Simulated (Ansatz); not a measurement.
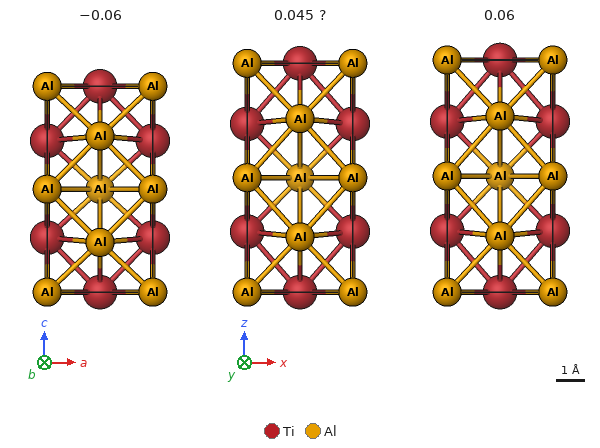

Solid Ti₃Al₅ (Pmmm): the cell is strained along z alone, with the atoms kept at their fractional coordinates. x, y and z are the Cartesian axes of the input. The picture is a ball-and-stick view of the cell of the calculation, seen along the b axis.

These are results of DFT PBEsol, scalar-relativistic, plane waves, PAW in Ansatz 0.2.0, not measurements. Set-up: plane-wave cutoff 420 eV; k-point mesh 10 × 10 × 6; occupations gaussian; smearing width 0.15 eV; no spin polarisation. Energies (free energies at the smearing named) are counted from the relaxed crystal.

| strain | E − E(ref) (meV/atom) |
| --- | --- |
| −0.0600 | 39.4 |
| −0.0450 | 21.8 |
| −0.0300 | 9.6 |
| −0.0150 | 2.4 |
| 0.0000 | 0.0 |
| 0.0150 | 2.2 |
| 0.0300 | 8.7 |
| 0.0450 | ? |
| 0.0525 | 25.9 |
| 0.0600 | 33.4 |

One row is withheld. What is its energy?

Answer. A straight line between the two neighbours gives 20.2 meV/atom. A cubic through the four nearest rows (0.0150, 0.0300, 0.0525, 0.0600) gives, with Lagrange weights, (−0.0667)(2.2) + (0.3333)(8.7) + (1.0667)(25.9) + (−0.3333)(33.4) = 19.2 meV/atom. The calculation gives 19.2 meV/atom, so the cubic is right to the digits shown and the straight line 1.0 meV/atom too high, as the curve bends upwards here.

The whole profile:

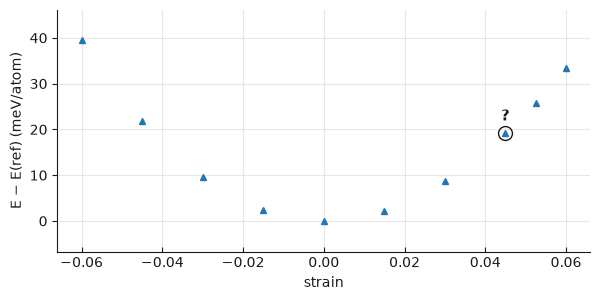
